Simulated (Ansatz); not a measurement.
**Run report: MoS, geometry relaxation**

MoS (2 atoms in the cell), computed with DFT PBEsol, scalar-relativistic, plane waves, PAW, no spin polarisation (Ansatz 0.2.0).

The structure was built on a prototype by a generator; it need not be a known phase.

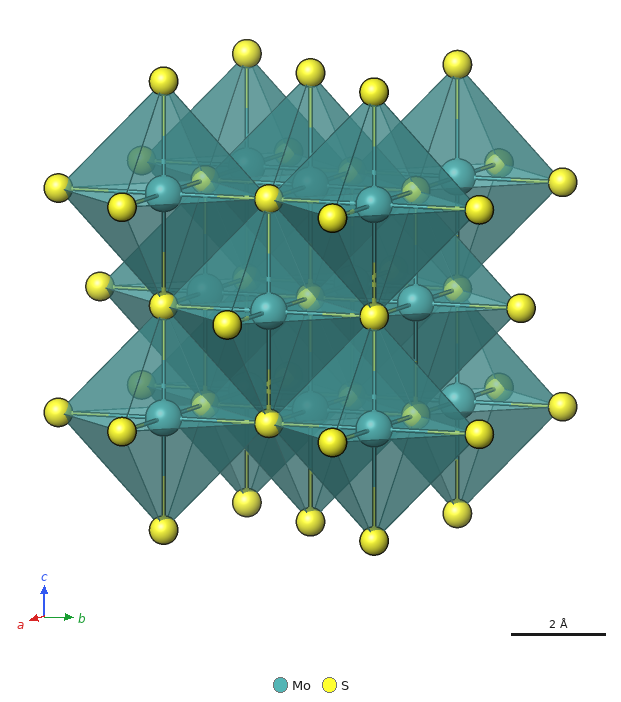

*The starting structure (polyhedral view of the cell 4 times as large as that of the calculation, set on its symmetry axes, seen slightly off an axis; polyhedra are completed across the faces of the cell). An atom can appear more than once, as a periodic image.*

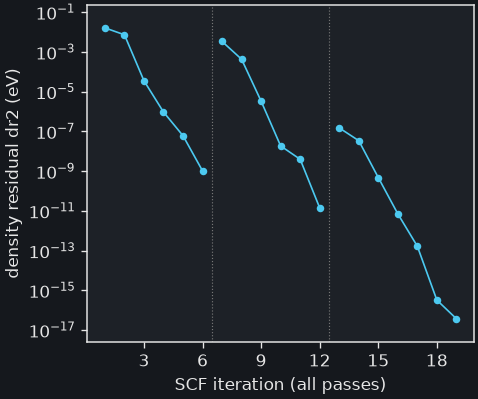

*Convergence of the self-consistent field: density residual dr2 against the SCF iteration. The dotted lines part the SCF passes of the relaxation: geometry steps, rejected trials and re-solves on a re-selected basis.*

The passes take 6, 6 and 7 iterations.

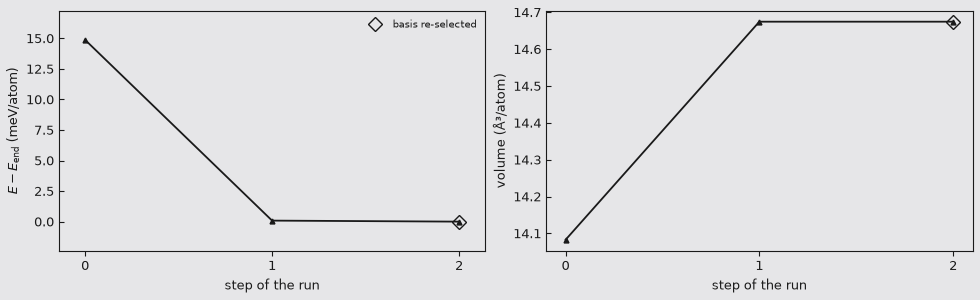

*Progress of the relaxation, step by step (the first geometry is step 0 here and step 1 in the log).*

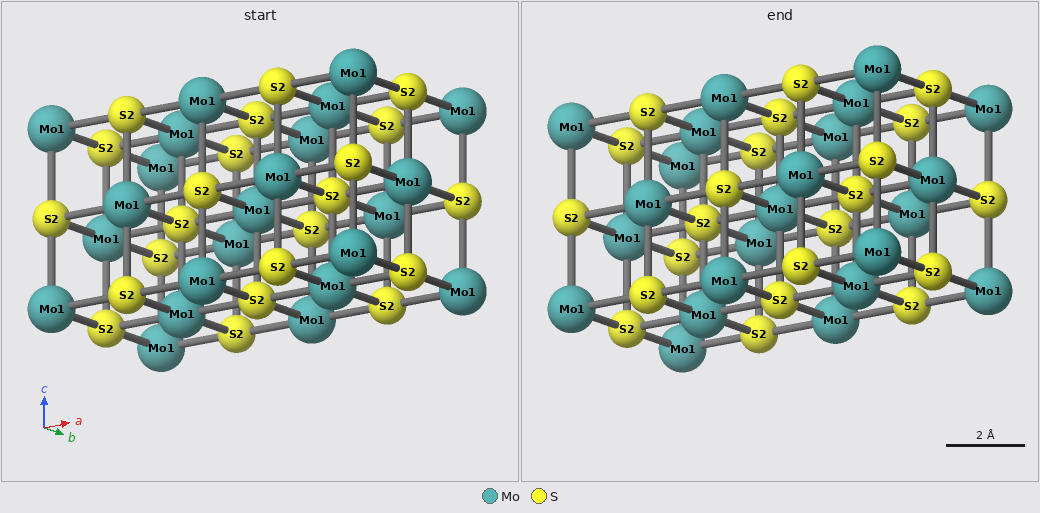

*Before (left) and after (right) the relaxation, at one scale (ball-and-stick view of the cell 4 times as large as that of the calculation, set on its symmetry axes, repeated 2 × 1 × 1, seen at an oblique angle).*

The atoms keep their places relative to the cell (all moves are under 0.005 Å). Cell: a = b = c 4.830 → 4.896 Å (+1.4 %). Volume +4.2 %. Among the contacts that change: Mo1–S2 2.415 → 2.448 Å. The space group stays Fm-3m (No. 225). Over 1 geometry step the energy falls by 14.8 meV per atom. All forces vanish by symmetry, so only the cell relaxes. The pressure goes from 8.58 to −0.20 GPa. A last SCF at the same geometry on a re-selected plane-wave basis shifts the energy by −0.1 meV per atom. (Atoms are counted from 1 in the order of the input.)

These pictures come from the run below.

**Input**
```yaml
crystal:
  lattice:
    - [0.0, 2.414875608, 2.414875608]
    - [2.414875608, 0.0, 2.414875608]
    - [2.414875608, 2.414875608, 0.0]
  atoms:
    - { symbol: Mo, position: [0.0, 0.0, 0.0] }
    - { symbol: S, position: [0.5, 0.5, 0.5] }
basis:
  ecutwfc: 420
kpoints:
  mp_grid: { grid: [8, 8, 8] }
hamiltonian:
  xc: pbesol
scf:
  occupations: { method: gaussian, width: 0.1 }
output:
  forces: true
  stress: true
  eigenvalues: true
relax:
  adjacent_minimum: "off"
  f_tol: 0.05
  max_steps: 80
  cell: { stress_tol: 0.5 }
```

Run as:
```bash
ansatz run input.yaml --threads 1 --pin off --max-ram 2560MiB --backend cpu --events-out ev --progress --plain --runs-dir out
```

**The program's output**
```
Engine: ansatz 0.2.0, x86_64-unknown-linux-gnu
Pseudopotentials: kind: paw
Pseudopotential: Mo, paw, valence charge 14, recommended cutoff 420 eV (normal), Mo.paw.azcp
Pseudopotential: S, paw, valence charge 6, recommended cutoff 420 eV (normal), S.paw.azcp
Functional definition: PBEsol
  exchange = pbesol_x
  correlation = pbesol_c
Crystal: 2 atoms, lattice volume = 28.165 Å³
Basis set: ecut = 420 eV, 537 PW (Γ), exchange–correlation on 48×48×48 points (8 copies of the dense FFT grid, shifted against one another)
Bands: 14, of which v1, the nominal top of the filled ones, is band 10 counted from 1 (9 counted from 0)
Symmetry: 48 space group operations
Space group: Fm-3m (ITA 225), of the structure as read, at distance tolerance 3.0e-5 Å
k-points: 29 of 512
Non-local potential: Mo, projectors of the file, l = 0: 3, l = 1: 2, l = 2: 2, l = 3: 1
Non-local potential: S, projectors of the file, l = 0: 2, l = 1: 2, l = 2: 2
PAW form: soft (Blöchl's): semilocal exchange-correlation on the pseudo side does not see the compensation charge
PAW frozen core: Mo, regenerated for the run's functional, and the local potential with it (the file was generated under x = pbe(κ = 0.804, μ = 0.2195149727645171), c = pbe(β = 0.06672455060314922))
PAW frozen core: S, regenerated for the run's functional, and the local potential with it (the file was generated under x = pbe(κ = 0.804, μ = 0.2195149727645171), c = pbe(β = 0.06672455060314922))
PAW one-centre angular grid: Mo, 590 points (default); XC on 64 Gauss nodes
PAW one-centre angular grid: S, 110 points (default); XC on 64 Gauss nodes
Initial density: superposition of atomic densities (neutral atoms: chi_scale 0, normalization atom), corrected by the library's trained network
Initial wavefunctions: pseudopotential atomic-orbital guess
Functional: x = pbesol(κ = 0.804, μ = 0.12345679012345678), c = pbesol(β = 0.046)
SCF iter   1: F=—  HF=-5782.178956 eV  |F-HF|=—  |Δ(HF+E_count)|=         —  Δρ=6.58e-3  dr2=1.61e-2  ethr=1.77e-3  ⟨swp⟩=5.0  Hψ=2294  notcnv=0
preconditioner: auto → none  [metal: Δε(μ)=0.031 eV  Ē_g=8.964 eV  σ=0.100 eV  W_gap=0.17  n_scr=8 (ndim 8)  ℏωp=24.2 eV  f_vac=0.000  D(μ)=3.13/eV (n_scr^D=50)  sad-step TF]
SCF iter   2: F=—  HF=-5782.175255 eV  |F-HF|=—  |Δ(HF+E_count)|=   3.70e-3  Δρ=4.27e-3  dr2=7.24e-3  ethr=8.03e-5  ⟨swp⟩=1.0  Hψ=638  notcnv=0
SCF iter   3: F=—  HF=-5782.173243 eV  |F-HF|=—  |Δ(HF+E_count)|=   2.01e-3  Δρ=4.08e-4  dr2=3.51e-5  ethr=3.62e-5  ⟨swp⟩=2.0  Hψ=537  notcnv=0
SCF iter   4: F=—  HF=-5782.173236 eV  |F-HF|=—  |Δ(HF+E_count)|=   7.06e-6  Δρ=7.00e-5  dr2=9.38e-7  ethr=1.75e-7  ⟨swp⟩=2.6  Hψ=681  notcnv=0
iter 5 did not close the SCF: its close was put off for the readings that it lacked (scf_convergence_deferred on its scf_iter line)
SCF iter   5: F=-5782.173237 eV  HF=-5782.173237 eV  |F-HF|=4.89e-8  |Δ(HF+E_count)|=   1.09e-6  Δρ=1.48e-5  dr2=5.99e-8  ethr=4.69e-9  ⟨swp⟩=2.6  Hψ=656  notcnv=0
SCF iter   6: F=-5782.173237 eV  HF=-5782.173237 eV  |F-HF|=1.97e-10  |Δ(HF+E_count)|=   1.38e-8  Δρ=2.93e-6  dr2=1.02e-9  ethr=3.00e-10  ⟨swp⟩=2.3  Hψ=1373  notcnv=0
SCF 1 converged in 6 iterations: F = -5782.173237 eV  dr2 = 1.02e-9
  greatest PAW one-centre occupation: 0.999 electrons in one spin orbital (limit 2), on the Mo atom at site 0 (counted from 0), in its partial waves of l = 0
relax step   1: F+E_penalty+E_count = -5782.17323704 eV  Δ(F+E_penalty+E_count) = +0.000e0 eV  max|allowed force component| = 3.353e-30 eV/Å  Δτ_max = 0.0000 Å  P = +8.585 GPa  Ω = 28.165 Å³  (6 SCF iters, dr2 threshold 1.00e-7 eV, accepted)
Crystal: 2 atoms, lattice volume = 29.349 Å³
Initial density: handed on by an earlier stage of this run
Initial wavefunctions: those handed on with the density
iter 1 solved again at ethr=1.54e-5 eV; its pass at ethr=3.10e-3 eV (dr2=3.08e-3 eV) is discarded
SCF iter   1: F=—  HF=-5782.203589 eV  |F-HF|=—  |Δ(HF+E_count)|=         —  Δρ=2.75e-3  dr2=3.34e-3  ethr=1.54e-5  ⟨swp⟩=1.0  Hψ=2561  notcnv=0
preconditioner: auto → none  [metal: Δε(μ)=0.033 eV  Ē_g=8.670 eV  σ=0.100 eV  W_gap=0.19  n_scr=8 (ndim 8)  ℏωp=23.7 eV  f_vac=0.000  D(μ)=3.25/eV (n_scr^D=58)]
SCF iter   2: F=—  HF=-5782.202917 eV  |F-HF|=—  |Δ(HF+E_count)|=   6.72e-4  Δρ=1.08e-3  dr2=4.24e-4  ethr=1.54e-5  ⟨swp⟩=2.0  Hψ=539  notcnv=0
SCF iter   3: F=—  HF=-5782.202835 eV  |F-HF|=—  |Δ(HF+E_count)|=   8.18e-5  Δρ=1.45e-4  dr2=3.29e-6  ethr=2.12e-6  ⟨swp⟩=2.0  Hψ=529  notcnv=0
SCF iter   4: F=—  HF=-5782.202826 eV  |F-HF|=—  |Δ(HF+E_count)|=   9.15e-6  Δρ=1.52e-5  dr2=1.84e-8  ethr=1.65e-8  ⟨swp⟩=2.5  Hψ=681  notcnv=0
iter 5 did not close the SCF: its close was put off for the readings that it lacked (scf_convergence_deferred on its scf_iter line)
SCF iter   5: F=-5782.202826 eV  HF=-5782.202826 eV  |F-HF|=3.21e-9  |Δ(HF+E_count)|=   1.52e-9  Δρ=3.91e-6  dr2=3.91e-9  ethr=9.19e-11  ⟨swp⟩=2.0  Hψ=708  notcnv=0
SCF iter   6: F=-5782.202826 eV  HF=-5782.202826 eV  |F-HF|=6.37e-12  |Δ(HF+E_count)|=   1.38e-9  Δρ=2.97e-7  dr2=1.40e-11  ethr=1.96e-11  ⟨swp⟩=1.0  Hψ=1201  notcnv=0
SCF 2 converged in 6 iterations: F = -5782.202826 eV  dr2 = 1.40e-11
relax step   2: F+E_penalty+E_count = -5782.20282579 eV  Δ(F+E_penalty+E_count) = -2.959e-2 eV  max|allowed force component| = 2.399e-30 eV/Å  Δτ_max = 0.0000 Å  P = -0.200 GPa  Ω = 29.349 Å³  energy of the carried Pulay correction = -1.561e-4 eV  (6 SCF iters, dr2 threshold 2.00e-7 eV, accepted)
Initial wavefunctions: pseudopotential atomic-orbital guess (no wavefunctions were taken with the density)
iter 1 solved again at ethr=5.69e-8 eV; its pass at ethr=3.10e-3 eV (dr2=1.14e-5 eV) is discarded
SCF iter   1: F=—  HF=-5782.203004 eV  |F-HF|=—  |Δ(HF+E_count)|=         —  Δρ=1.23e-4  dr2=1.49e-7  ethr=5.69e-8  ⟨swp⟩=3.1  Hψ=3527  notcnv=0
preconditioner: auto → none  [metal: Δε(μ)=0.031 eV  Ē_g=8.684 eV  σ=0.100 eV  W_gap=0.17  n_scr=8 (ndim 8)  ℏωp=23.7 eV  f_vac=0.000  D(μ)=3.23/eV (n_scr^D=58)]
SCF iter   2: F=—  HF=-5782.202993 eV  |F-HF|=—  |Δ(HF+E_count)|=   1.07e-5  Δρ=6.10e-5  dr2=3.39e-8  ethr=7.45e-10  ⟨swp⟩=1.1  Hψ=420  notcnv=0
iter 3 did not close the SCF: its close was put off for the readings that it lacked (scf_convergence_deferred on its scf_iter line)
SCF iter   3: F=-5782.202994 eV  HF=-5782.202994 eV  |F-HF|=1.04e-9  |Δ(HF+E_count)|=   7.73e-7  Δρ=2.75e-6  dr2=4.72e-10  ethr=1.70e-10  ⟨swp⟩=1.1  Hψ=441  notcnv=0
iter 4 did not close the SCF: its close was put off for the readings that it lacked (scf_convergence_deferred on its scf_iter line)
SCF iter   4: F=-5782.202994 eV  HF=-5782.202994 eV  |F-HF|=3.00e-11  |Δ(HF+E_count)|=   1.21e-9  Δρ=4.55e-7  dr2=7.04e-12  ethr=2.36e-12  ⟨swp⟩=2.0  Hψ=671  notcnv=0
iter 5 did not close the SCF: its close was put off for the readings that it lacked (scf_convergence_deferred on its scf_iter line)
SCF iter   5: F=-5782.202994 eV  HF=-5782.202994 eV  |F-HF|=1.82e-12  |Δ(HF+E_count)|=  3.09e-11  Δρ=5.64e-8  dr2=1.65e-13  ethr=1.00e-12  ⟨swp⟩=1.0  Hψ=406  notcnv=0
iter 6 did not close the SCF: its close was put off for the readings that it lacked (scf_convergence_deferred on its scf_iter line)
SCF iter   6: F=-5782.202994 eV  HF=-5782.202994 eV  |F-HF|=0.00e0  |Δ(HF+E_count)|=    0.00e0  Δρ=2.07e-9  dr2=3.20e-16  ethr=1.00e-12  ⟨swp⟩=1.0  Hψ=406  notcnv=0
SCF iter   7: F=-5782.202994 eV  HF=-5782.202994 eV  |F-HF|=1.82e-12  |Δ(HF+E_count)|=  1.82e-12  Δρ=3.71e-10  dr2=3.69e-17  ethr=1.00e-12  ⟨swp⟩=1.0  Hψ=928  notcnv=0
SCF 3 converged in 7 iterations: F = -5782.202994 eV  dr2 = 3.69e-17
relax step   3: F+E_penalty+E_count = -5782.20299374 eV  Δ(F+E_penalty+E_count) = -1.679e-4 eV  max|allowed force component| = 1.085e-30 eV/Å  Δτ_max = 0.0000 Å  P = -0.197 GPa  Ω = 29.349 Å³  stress off target by 1.97e-1 GPa  SCF on the basis re-selected at this cell (its energy is not comparable with the rows above)  (7 SCF iters)
basis re-selected at this cell: Δ(F+E_penalty+E_count) = -1.679e-4 eV, ΔP = +0.003 GPa vs the last step (what re-selecting the basis moved, of the pressure what is left beyond the Pulay correction that the steps carried, after the strain that the cell walked since its last selection, with what the two solves' SCF thresholds leave and, on support functions, any second-order correction that the steps lacked; it is no measure of the basis error at this ecutwfc). This SCF's stress stands 1.97e-1 GPa from its target on what of the cell is left free (relax.cell.stress_tol is 5.00e-1 GPa) and its largest allowed force component is 1.08e-30 eV/Å (relax.f_tol is 5.00e-2 eV/Å): within both
SCF converged after 7 iterations
Free energy (F): -5782.202994 eV
Harris-Foulkes:  -5782.202994 eV  (|F-HF|=1.82e-12)
Internal energy: -5782.186836 eV  (E = F + TS)
E sigma→0 (E₀):  -5782.194915 eV
Entropy (-TS):   -0.016157 eV (-8.079 meV/atom)
Fermi energy:    17.377642 eV
--- Per-component energies (eV) ---
  E_band       = -61.703087
  E_kinetic    = 555.284632
  E_local      = -1018.121470  (includes V_loc(G=0)·N_el)
  E_nonlocal   = 174.970705
  E_hartree    = 347.779779
  E_xc         = -280.152186
  E_vxc        = -318.113147  (∫ρ·V_xc dr)
  E_paw        = -3728.972694  (= ΣΔE_a)
  E_vpaw       = -151.283408  (= ΣTr[D̂ρ^β])
  E_aug_tail   = 0.000044  (compensation charges beyond the density's cutoff)
  E_ewald      = -1833.246894
  E_core_change = 0.271249  (= ΣΔE_core)
  E_smearing   = -0.016157  (= −TS)
  E_closure    = -0.000000  (closes the sum)
  Σ components = -5782.202994   (vs F -5782.202994, Δ=0.00e0)
--- Forces (eV/Å), atoms counted from 1 ---
  atom   1  Mo    -0.00000000    -0.00000000    -0.00000000
  atom   2  S      0.00000000    -0.00000000     0.00000000
  max |Σ_I F_I| component: 2.30e-30 eV/Å
--- Stress (GPa, compression-positive) ---
       -0.197056      -0.000000      -0.000000
       -0.000000      -0.197056      -0.000000
       -0.000000      -0.000000      -0.197056
  P = ⅓ Tr σ = -0.1971 GPa (-1.971 kbar)
--- Band table (eV; the first three rows and the last of 29) ---
  k-point 0: bands = ["-44.0021", "-18.0991", "-18.0991", "-18.0991", "0.8349", "14.4287", "14.4287", "14.4287", "14.8107", "14.8107", "14.8107", "15.2614", "15.2614", "21.1229"]
  k-point 1: bands = ["-43.9992", "-18.1365", "-18.1030", "-18.1030", "1.0765", "12.8374", "13.0793", "13.0793", "15.1359", "15.1359", "15.6458", "16.9134", "16.9134", "22.0252"]
  k-point 2: bands = ["-43.9920", "-18.2255", "-18.1123", "-18.1123", "1.7276", "10.8334", "11.8445", "11.8445", "15.8910", "15.8910", "16.3163", "19.1548", "19.1548", "22.9637"]
  k-point 28: bands = ["-43.9754", "-18.2459", "-18.2459", "-18.1906", "2.5352", "10.7790", "10.8821", "10.8821", "16.6938", "16.6938", "18.1345", "18.1815", "18.7077", "25.7503"]
--- Relaxed structure (2 steps of the walk, 2 accepted, 1 SCFs on fresh bases) ---
  F+E_penalty+E_count = -5782.20299374 eV   max|allowed force component| = 1.085e-30 eV/Å   (the final SCF, on the basis selected at the relaxed cell)
  cell:  # Å, volume = 29.3491 Å³
    - [-1.1877610299139432e-34, 2.448244568784661, 2.448244568784661]
    - [2.448244568784661, -2.1973791891862235e-34, 2.448244568784661]
    - [2.448244568784661, 2.448244568784661, -8.374542026523713e-35]
  atoms:
    - { symbol: Mo, position: [1.6615158302624833e-36, -9.138337066443662e-36, -2.4922737453937257e-36] }
    - { symbol: S, position: [0.5, 0.5, 0.5] }
```

**Trajectory as extended XYZ (Å, eV, eV/Å), 3 frames, from step=1 to step=3**
```
2
Lattice="0.0000 2.4149 2.4149 2.4149 0.0000 2.4149 2.4149 2.4149 0.0000" Properties=species:S:1:pos:R:3:forces:R:3 step=1 energy=-5782.17324 pressure_GPa=8.58
Mo    0.0000    0.0000    0.0000    0.0000   0.0000   0.0000
S     2.4149    2.4149    2.4149    0.0000   0.0000   0.0000
2
Lattice="0.0000 2.4482 2.4482 2.4482 0.0000 2.4482 2.4482 2.4482 0.0000" Properties=species:S:1:pos:R:3:forces:R:3 step=2 energy=-5782.20283 pressure_GPa=-0.20
Mo    0.0000    0.0000    0.0000    0.0000   0.0000   0.0000
S     2.4482    2.4482    2.4482    0.0000   0.0000   0.0000
2
Lattice="0.0000 2.4482 2.4482 2.4482 0.0000 2.4482 2.4482 2.4482 0.0000" Properties=species:S:1:pos:R:3:forces:R:3 step=3 energy=-5782.20299 pressure_GPa=-0.20
Mo    0.0000    0.0000    0.0000    0.0000   0.0000   0.0000
S     2.4482    2.4482    2.4482    0.0000   0.0000   0.0000
```

**Summary**

| quantity | value |
| --- | --- |
| outcome | converged |
| space group (tolerance 0.01 Å) | Fm-3m (225) |
| electrons treated | 20 |
| free energy | −5782.2030 eV |
| Fermi energy | 17.378 eV |
| gap on the k-point mesh | none (metallic) |
| pressure | −0.20 GPa |
| final volume | 29.35 Å³ |
| largest force (length of the vector) at the end | under 0.001 eV/Å |
| final cell | a = 3.462 Å, b = 3.462 Å, c = 3.462 Å, α = 60.00°, β = 60.00°, γ = 60.00° |
| hardware | 1 thread of Intel Xeon @ 2.50GHz (Skylake/Cascade Lake), 32 GiB of memory available, shared host |
| wall time | 4.7 s |
| peak memory | 0.36 GiB |
